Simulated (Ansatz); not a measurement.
System: Nb₃Sn, space group Pm-3n (No. 223).

Starting cell:
```cif
data_structure
_symmetry_space_group_name_H-M 'P 1'
_symmetry_Int_Tables_number 1
_cell_length_a 5.3191
_cell_length_b 5.3191
_cell_length_c 5.3191
_cell_angle_alpha 90.000
_cell_angle_beta 90.000
_cell_angle_gamma 90.000
_cell_volume 150.50
loop_
_atom_site_label
_atom_site_type_symbol
_atom_site_fract_x
_atom_site_fract_y
_atom_site_fract_z
_atom_site_occupancy
Nb1 Nb 0.25000 0.00000 0.50000 1
Nb2 Nb 0.50000 0.75000 0.00000 1
Nb3 Nb 0.75000 0.00000 0.50000 1
Nb4 Nb 0.50000 0.25000 0.00000 1
Nb5 Nb 0.00000 0.50000 0.75000 1
Nb6 Nb 0.00000 0.50000 0.25000 1
Sn1 Sn 0.00000 0.00000 0.00000 1
Sn2 Sn 0.50000 0.50000 0.50000 1
```

How it was computed, with Ansatz 0.2.0: third-order Birch-Murnaghan fit to density functional energies at scaled volumes of the given relaxed cell, shape and atoms relaxed at each volume; energies count from the fitted minimum; plane waves with PAW datasets, Γ-centred k mesh. Level: PBE, no spin polarisation.

- wave cutoff: 420 eV
- k mesh: 8×8×8
- occupations: Gaussian
- smearing width: 0.1 eV

Describe the result: the energy above the minimum against volume. The volume takes the values 17.683, 18.248, 18.812, 19.376, 19.941 Å³/atom.

A third-order Birch–Murnaghan fit gives V0 = 18.81 Å³/atom, B0 = 162 GPa and B′ = 4.2. The energy above the minimum is 38.0 meV/atom at volume 17.683 Å³/atom and 31.1 meV/atom at 19.941 Å³/atom; the lowest computed point is at volume 18.812 Å³/atom (0.0 meV/atom), and no other minimum shows among the points. The solid is metallic at every point.

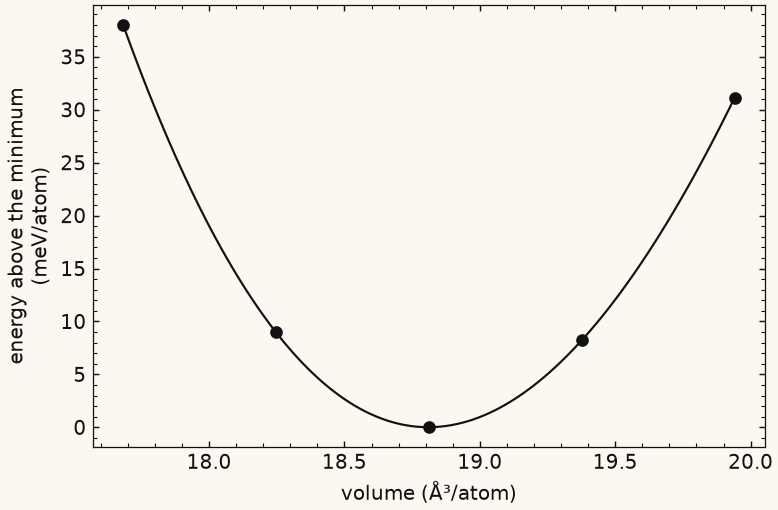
